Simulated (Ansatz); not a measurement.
# KCl (Fm-3m):V_Cl, thermodynamic levels from a 32-atom cell, part 2 of 2

Aim: at which Fermi levels does V_Cl in KCl (Fm-3m) change its charge? The model is a cell of 32 host atoms with 1 Cl taken out.

Ansatz; place-levels on PBE runs: charge-transition levels and formation energies with image-charge correction and potential alignment at the atomic sites; PAW set soft_1.

So far. Step 5 (place-levels, PBE, k-mesh 1x1x1 zone corner): Under PBE the gap is 5.05 eV, (+1/0) 4.08, (0/−1) 5.14 (outside the gap) (with band filling) eV; the stage before (PBE, at other k-points) gave a gap of 5.05 eV and levels within 0.39 eV of these. Step 6 (Placing the levels, PBE, k-mesh 2x2x2 Gamma): Under PBE the gap is 5.05 eV, (+1/0) 4.05, (0/−1) 5.18 (outside the gap) eV; the stage before (PBE, at other k-points) gave a gap of 5.05 eV and levels within 0.03 eV of these.

## 7. place-levels, PBE, k-mesh 2x2x2 shifted

The energy is taken again at a 2×2×2 shifted mesh, on the same structure.

File qm1.s3/input.yaml:

```yaml
crystal:
  checkpoint: "../qm1.relax.run"
  host: checkpoint
total_charge: -1
basis:
  ecutwfc: 420
  xc_grid: 2
hamiltonian:
  xc: pbe
  pseudopotentials: { kind: paw, azcp: { folder: soft_1 } }
kpoints:
  mp_grid: { grid: [2, 2, 2], shift: [0.5, 0.5, 0.5] }
scf:
  occupations: { method: fermi_dirac, width: 0.01 }
  max_iter: 80
output:
  forces: true
  eigenvalues: true
  charged_corrections:
    epsilon: 2.28
    static_epsilon: 5.56
    defect_position: [0.5, 0.5, 0.5]
checkpoint:
  read: "../qm1.relax.run"
  write: "../qm1.s3.run"
  compress: false
  write_wavefunctions: false
  write_every: 100000
```

Run time: 38 s. Hardware: 4 threads of Arm Neoverse V1, shared host; peak memory 2.9 GiB; 2.4 min of CPU time.

File levels.s3.yaml:

```yaml
host:
  run: host.s3.run
  levels_from: { run: edges.s3.run }
states: [qm1.s3.run, q0_M1.s3.run, qp1.s3.run]
geometry_from:
  qm1.s3.run: qm1.relax.run
  q0_M1.s3.run: q0_M1.relax.run
  qp1.s3.run: qp1.relax.run
chemical_potentials:
  Cl:
    energy: -1079.444131
    dataset: "<sha256 of the dataset>"
```

The run is started by

```
$ ansatz place-levels levels.s3.yaml -- --threads 4 --pin off --max-ram 15073MiB
```

Numbers of over 12 decimals in the logs are rounded to 6 here.

The log of the run:

```text
(+1/0) 4.045 eV above the valence edge, 1.009 eV under the conduction edge
(0/-1) 5.143 eV above the valence edge, in the conduction band
formation energy of charge +1: +0.441 eV with the Fermi level at the valence edge
formation energy of charge 0: +4.486 eV with the Fermi level at the valence edge
formation energy of charge -1: +9.629 eV with the Fermi level at the valence edge
[...]
[... the lines on each state left out ...]
```

The job ended after 0.18 s (4 threads).

Under PBE the gap is 5.05 eV, (+1/0) 4.04, (0/−1) 5.14 (outside the gap) eV; the stage before (PBE, at other k-points) gave a gap of 5.05 eV and levels within 0.03 eV of these.

## 8. Placing the levels, PBE, k-mesh 3x3x3 Gamma

The energy is taken again at a 3×3×3 Γ-centred mesh, on the same structure.

qm1.s4/input.yaml, as its differences from qm1.s3/input.yaml of step 7:

```diff
@@ -11,3 +11,3 @@
 kpoints:
-  mp_grid: { grid: [2, 2, 2], shift: [0.5, 0.5, 0.5] }
+  mp_grid: { grid: [3, 3, 3] }
 scf:
@@ -24,3 +24,3 @@
   read: "../qm1.relax.run"
-  write: "../qm1.s3.run"
+  write: "../qm1.s4.run"
   compress: false
```

It took 2 min on 4 threads; peak memory 3.8 GiB.

File levels.s4.yaml:

```yaml
host:
  run: host.s4.run
  levels_from: { run: edges.s4.run }
states: [qm1.s4.run, q0_M1.s4.run, qp1.s4.run]
geometry_from:
  qm1.s4.run: qm1.relax.run
  q0_M1.s4.run: q0_M1.relax.run
  qp1.s4.run: qp1.relax.run
chemical_potentials:
  Cl:
    energy: -1079.444131
    dataset: "<sha256 of the dataset>"
```

The run is started by

```
$ ansatz place-levels levels.s4.yaml -- --threads 4 --pin off --max-ram 15073MiB
```

The log of the run:

```text
(+1/0) 4.045 eV above the valence edge, 1.008 eV under the conduction edge
(0/-1) 5.154 eV above the valence edge, in the conduction band
formation energy of charge +1: +0.441 eV with the Fermi level at the valence edge
formation energy of charge 0: +4.487 eV with the Fermi level at the valence edge
formation energy of charge -1: +9.640 eV with the Fermi level at the valence edge
[...]
[... the lines on each state left out ...]
```

Wall time 0.18 s (4 threads).

Under PBE the gap is 5.05 eV, (+1/0) 4.05, (0/−1) 5.15 (outside the gap) eV; the stage before (PBE, at other k-points) gave a gap of 5.05 eV and levels within 0.01 eV of these.

## 9. Side by side

Levels between neighbouring charges, in eV above each run's own valence top:

|  | gap (eV) | (+1/0) | (0/−1) | CPU time a state at this stage (restarts are quicker than cold starts) |
| --- | --- | --- | --- | --- |
| PBE, (¼, ¼, ¼) | 5.05 | 4.10 | 5.18 | 38 s |
| k-mesh 1x1x1 Gamma | 5.05 | 3.90 | 4.75 | 26 s |
| k-mesh 1x1x1 zone corner | 5.05 | 4.08 | 5.14 | 22 s |
| k-mesh 2x2x2 Gamma | 5.05 | 4.05 | 5.18 | 3 min |
| k-mesh 2x2x2 shifted | 5.05 | 4.04 | 5.14 | 3.3 min |
| k-mesh 3x3x3 Gamma | 5.05 | 4.05 | 5.15 | 11 min |

Cost of the single points in the series (mean over the states), on Arm Neoverse V1, shared host:

| setting | threads | wall time | peak memory (GiB) | SCF cycles | plane waves |
| --- | --- | --- | --- | --- | --- |
| k-mesh 1x1x1 Gamma | 4 | 6.9 s | 1.3 | 7 | 20377 |
| k-mesh 1x1x1 zone corner | 4 | 6 s | 1.6 | 6 | 20377 |
| k-mesh 2x2x2 Gamma | 4 | 46 s | 4.1 | 6 | 20377 |
| k-mesh 2x2x2 shifted | 4 | 52 s | 3.3 | 6 | 20377 |
| k-mesh 3x3x3 Gamma | 4 | 2.9 min | 5.0 | 6 | 20377 |

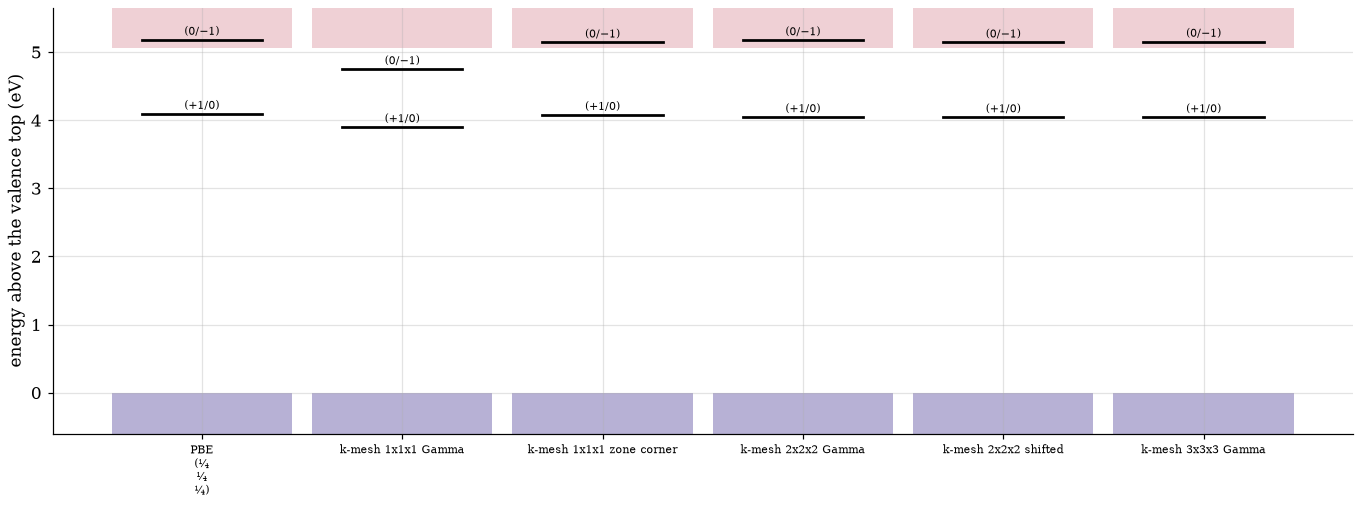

Levels between stable charges at each rung, each against its own band edges (shaded).

## 10. Outcome

```
gap of the host                                                             : 5.05 eV (PBE)
level (plus 1/0)                                                            : 4.10 eV above the valence top
level (0/minus 1)                                                           : 5.18 eV above the valence top, past the conduction bottom (5.34 eV above the valence top without the band-filling term)
lowest of the charges placed, just above the valence top (0.02 eV)          : +1
lowest of the charges placed, just below the conduction bottom (0.02 eV)    : 0
lowest formation energy at mid-gap of the charges run, elemental references : 2.98 eV
```

What this shows: Of the charges placed (−1, 0 and +1), the lowest changes at 4.10 eV (+1/0) above the valence top, in a gap of 5.05 eV. Charges above +1 were not placed, so these runs say nothing of levels that involve them. States placed: +1 at 0 μB; 0 at 1 μB; −1 at 0 μB. Other spin states or structures, where not listed, weren't placed. The program finds carriers beyond a band edge of the host and adds a band-filling term at charge −1 (-0.16 eV); steps to such a charge show no bound level, and a defect level inside a band would be read the same way. Against the last setting (k-mesh 3x3x3 Gamma) the levels differ by up to 0.40 eV at k-mesh 1x1x1 Gamma, 0.03 eV at k-mesh 1x1x1 zone corner, 0.02 eV at k-mesh 2x2x2 Gamma, 0.01 eV at k-mesh 2x2x2 shifted; coarse members of the series are not the defect's levels. The program doubts the alignment of potentials for at least one state, a sign that the cell is small. What this leaves open: one k-point off the zone centre stands for the whole zone; PBE makes the gap too small and tends to spread out bound carriers; where a gas molecule sets a chemical potential or the host's formation energy, its binding is uncorrected.

[Logs are printed without paths, hosts, clocks, repeated set-up lines and the standing remarks that a program may print on its own settings, such as how far it seeks lower states.]

[Hosts, paths, dates, database ids (printed as entryN), source tags and the programs' standing remarks are cut or masked in the printed files.]

[Where a table of states has a column of steps, it counts the stored structures, which are thinned; the runs took as many ionic steps or more.]

[A defect's name tells the site on which it was built; relaxed atoms can leave that site.]

[For some hosts the program warned that the k-mesh of the response run may be too coarse for force constants and the static dielectric constant; such warnings are not shown here.]
